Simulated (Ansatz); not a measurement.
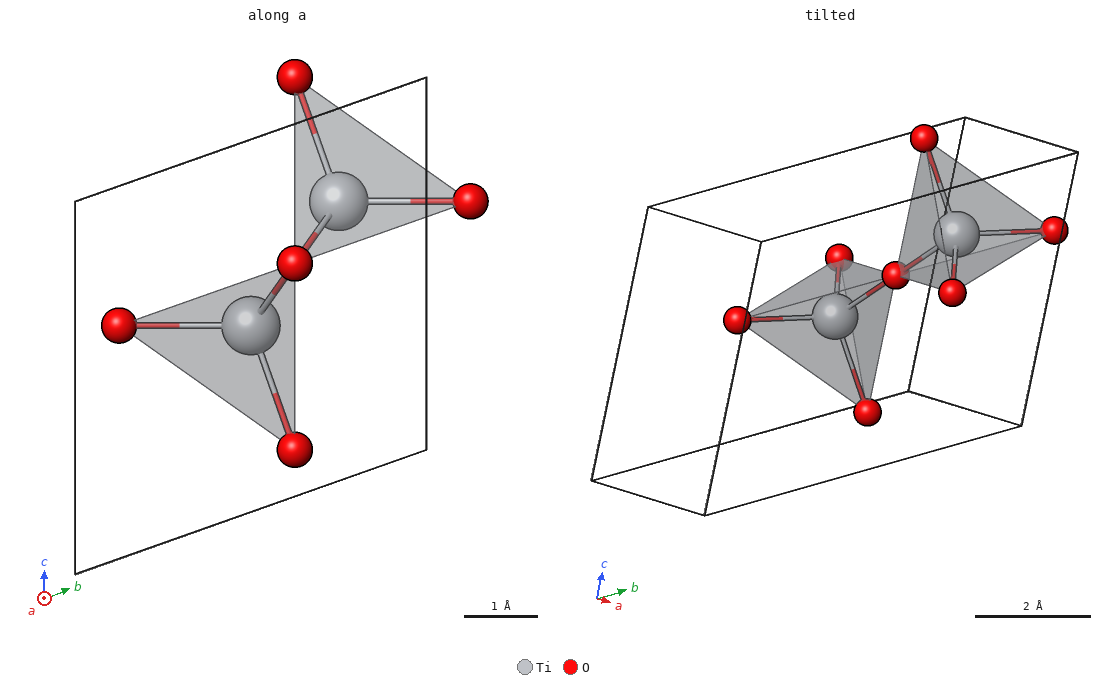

We look at a polyhedral model of the crystal along the a axis and slightly off an axis. The frame is the simulation cell; atoms at its boundary are shown with their periodic copies. Some atoms of the next cells are drawn as well.

Input for the calculation:
```yaml
crystal:
  lattice:
    - [0.0, 4.1972219452, 4.1972219452]
    - [4.1972219452, 0.0, 4.1972219452]
    - [4.1972219452, 4.1972219452, 0.0]
  atoms:
    - { symbol: Ti, position: [0.75, 0.75, 0.75] }
    - { symbol: Ti, position: [0.5, 0.5, 0.5] }
    - { symbol: O, position: [0.625, 0.625, 0.625] }
    - { symbol: O, position: [0.625, 0.625, 0.125] }
    - { symbol: O, position: [0.625, 0.125, 0.625] }
    - { symbol: O, position: [0.125, 0.625, 0.625] }
basis:
  ecutwfc: 420
kpoints:
  mp_grid: { grid: [4, 4, 4] }
  band_path:
    path:
      - [[0.0, 0.0, 0.0], [0.5, 0.0, 0.5], [0.625, 0.25, 0.625]]
      - [[0.375, 0.375, 0.75], [0.0, 0.0, 0.0], [0.5, 0.5, 0.5], [0.5, 0.25, 0.75], [0.5, 0.0, 0.5]]
    npoints: 4
hamiltonian:
  xc: hse06
scf:
  occupations: { method: gaussian, width: 0.02 }
output:
  forces: true
  stress: true
  eigenvalues: true
  populations: true
  dos: { projected: true, de: 0.02 }
  bader: false
  write_density: true
  write_potential: true
  elf: true
  volumetric_format: npy
```
Run as:
```sh
ansatz run input.yaml --threads 1 --pin off --max-ram 2560MiB --backend cpu --events-out ev --progress --plain --runs-dir out
```

Theory: DFT HSE06, scalar-relativistic, plane waves, PAW (Ansatz 0.2.0). Numerical settings: an energy cutoff of 420 eV, k-points on a 4×4×4 grid, Gaussian smearing of 0.02 eV, no spin polarisation.

### Is it conducting or gapped at this level?

An insulator at this level, with a gap of 4.85 eV, direct.

### Which way would the volume go on relaxing?

The computed pressure is -2.9 GPa (stretched: it would shrink).

The structure was taken from a structure type filled with these elements by a generator (whether the compound takes this form wasn't checked). Earlier steps of the study may have refined or changed the cell and positions. It was run through Ansatz as a DFT input.
